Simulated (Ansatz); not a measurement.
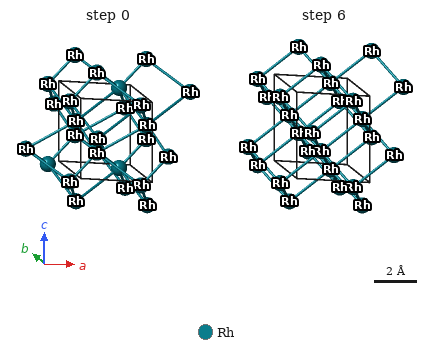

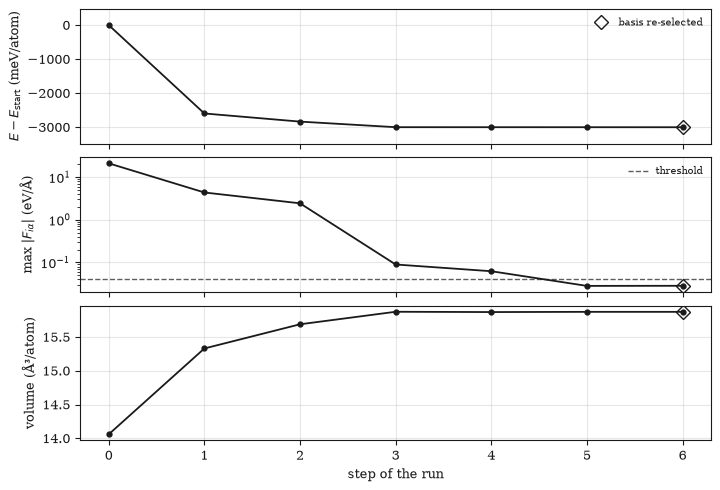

First and last geometry of a relaxation of crystalline Rh (built on the trigonal selenium_152 type) (coarse preliminary run), with the history of the run. A ball-and-stick model of the cell of the calculation, seen slightly off an axis.

Case: trigonal selenium type (P3_121, No. 152).

Theory: DFT r2SCAN, scalar-relativistic, plane waves, PAW in Ansatz. Settings: plane-wave cutoff 500 eV; k-point mesh 6 × 6 × 4; occupations gaussian; smearing width 0.1 eV; no spin polarisation; cell and atoms relaxed; force threshold 0.04 eV/Å; at most 70 steps.

Q: Read the history and describe the run.

A: It converged. The energy falls by 3002 meV per atom in 5 accepted moves (6 points after the start). The largest force component goes from 21 to 0.028 eV/Å. The pressure goes from 133.77 to −0.14 GPa. The SCF was repeated once at an unchanged geometry on a basis and grid sized afresh for the cell, which shifted the energy by 0.7 meV per atom at most. The largest moves relative to the cell, 0.38 Å, are those of Rh atoms. The volume changes by +12.9 %, with a = b 3.501 → 3.584 Å (+2.4 %), c 3.972 → 4.280 Å (+7.7 %). Among the contacts that change: Rh–Rh 1.903 → 2.509 Å, Rh–Rh 2.755 → 2.516 Å. Bond angles that change, for instance: Rh–Rh–Rh 156.3° → 179.8°, Rh–Rh–Rh 65.5° → 88.9°, Rh–Rh–Rh 161.2° → 179.9°. The space group (tolerance 0.01 Å) goes from P3_121 (No. 152) to R-3m (No. 166).

```json
{"step": "0", "E − E(0), meV/atom": "0.00", "largest force component, eV/Å": "21.1214", "pressure, GPa": "133.77", "volume, Å³/atom": "14.059", "note": ""}
{"step": "1", "E − E(0), meV/atom": "-2597.22", "largest force component, eV/Å": "4.3723", "pressure, GPa": "25.54", "volume, Å³/atom": "15.330", "note": ""}
{"step": "2", "E − E(0), meV/atom": "-2836.40", "largest force component, eV/Å": "2.4347", "pressure, GPa": "9.29", "volume, Å³/atom": "15.688", "note": ""}
{"step": "3", "E − E(0), meV/atom": "-3000.31", "largest force component, eV/Å": "0.0893", "pressure, GPa": "-0.21", "volume, Å³/atom": "15.873", "note": ""}
{"step": "4", "E − E(0), meV/atom": "-3000.95", "largest force component, eV/Å": "0.0621", "pressure, GPa": "-0.07", "volume, Å³/atom": "15.869", "note": ""}
{"step": "5", "E − E(0), meV/atom": "-3001.14", "largest force component, eV/Å": "0.0281", "pressure, GPa": "-0.13", "volume, Å³/atom": "15.872", "note": ""}
{"step": "6", "E − E(0), meV/atom": "-3001.86", "largest force component, eV/Å": "0.0283", "pressure, GPa": "-0.14", "volume, Å³/atom": "15.872", "note": "same geometry, new basis"}
```

Limits of the set-up: the k-point mesh is coarse for a cell with partly filled bands.
